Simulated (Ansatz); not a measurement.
```
CELL_PARAMETERS angstrom
2.79841 0.00000 -2.79841
0.00000 -2.79841 2.79841
-5.59682 -5.59682 -5.59682
ATOMIC_POSITIONS crystal
Al 0.66667 0.33333 0.82405
Al 0.00000 0.00000 0.49072
Al 0.33333 0.66667 0.15738
Ni 0.00000 0.00000 0.75000
Ni 0.33333 0.66667 0.41667
Ni 0.66667 0.33333 0.08333
Ni 0.33333 0.66667 0.66667
Ni 0.66667 0.33333 0.33333
Ni 0.00000 0.00000 0.00000
Ni 0.33333 0.66667 0.91667
Ni 0.66667 0.33333 0.58333
Ni 0.00000 0.00000 0.25000
```

Space group R3m; a structure from a database of computed crystals, not necessarily the ambient phase; changed on purpose from its base cell (atom 1 (Al) moved -0.090 A towards its neighbour atom 2 (Ni) at 2.423 A); not relaxed (largest force 0.8 eV/Å); computed without spin polarisation.

Computed with DFT PBEsol, scalar-relativistic, plane waves, PAW (Ansatz).

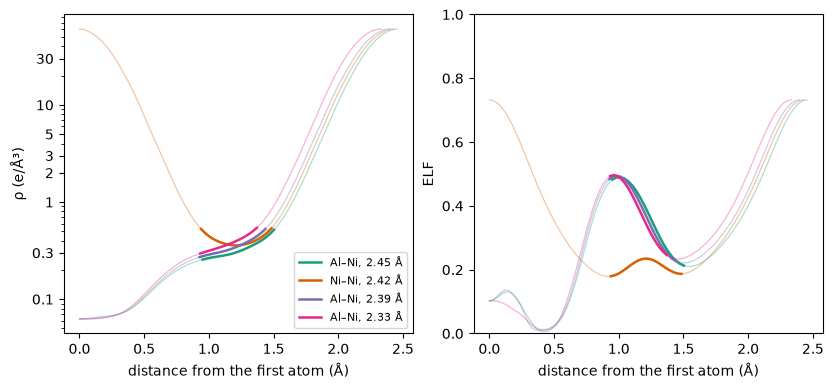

AlNi3. Valence charge density (pseudo) and ELF along straight lines between neighbouring atoms. Thin, pale parts lie inside the atomic spheres.

Core electrons are frozen (PAW), and the valence fields are smoothed inside the atomic spheres.

**What can be read from the curves?**

Al–Ni (2.45 Å): ρ is about 0.31 e/Å³ halfway; the ELF is about 0.40 at the midpoint.
Ni–Ni (2.42 Å): ρ at the midpoint is about 0.36 e/Å³; the ELF is about 0.25 at the midpoint; no shared electron pair shows on this line.
Al–Ni (2.39 Å): ρ at the midpoint is about 0.34 e/Å³; the ELF is about 0.40 at the midpoint.
Al–Ni (2.33 Å): the density is about 0.37 e/Å³ at the midpoint; the ELF is about 0.40 at the midpoint.
